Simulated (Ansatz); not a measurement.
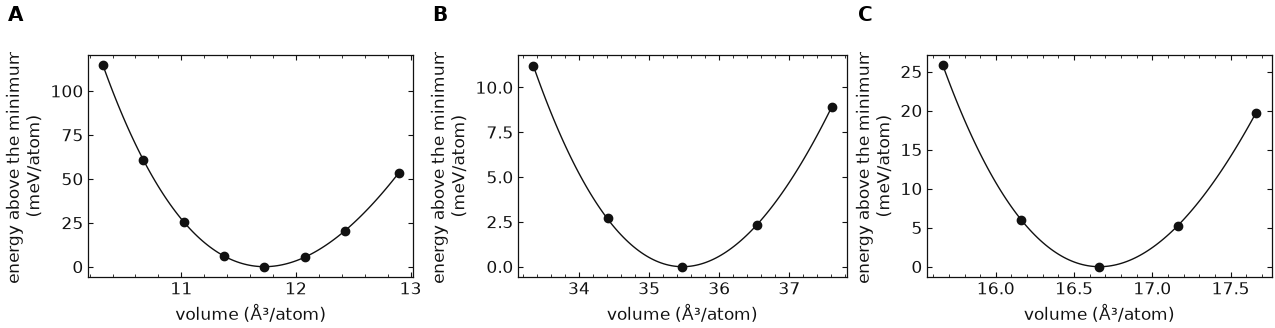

Each panel shows the energy above the minimum against volume for one of these solids: Ag, Fm-3m (No. 225); AlNi, Pm-3m (No. 221); CsPbCl₃, Pm-3m (No. 221).

Calculation (Ansatz 0.2.0): third-order Birch-Murnaghan fit to density functional energies at scaled volumes of the given relaxed cell, shape and atoms relaxed at each volume; energies count from the fitted minimum; plane waves with PAW datasets, Γ-centred k mesh. Level: PBEsol, no spin polarisation.

> Match the panels to the solids.

A is AlNi (energy above the minimum from 0.0 meV/atom to 114.6 meV/atom, V0 11.73 Å³/atom, B0 173 GPa); B is CsPbCl₃ (energy above the minimum from 0.0 meV/atom to 11.2 meV/atom, V0 35.48 Å³/atom, B0 25 GPa); C is Ag (energy above the minimum from 0.0 meV/atom to 25.8 meV/atom, V0 16.66 Å³/atom, B0 120 GPa).

For AlNi, limits of the calculation: no spin polarisation, a magnetic state may lie lower.
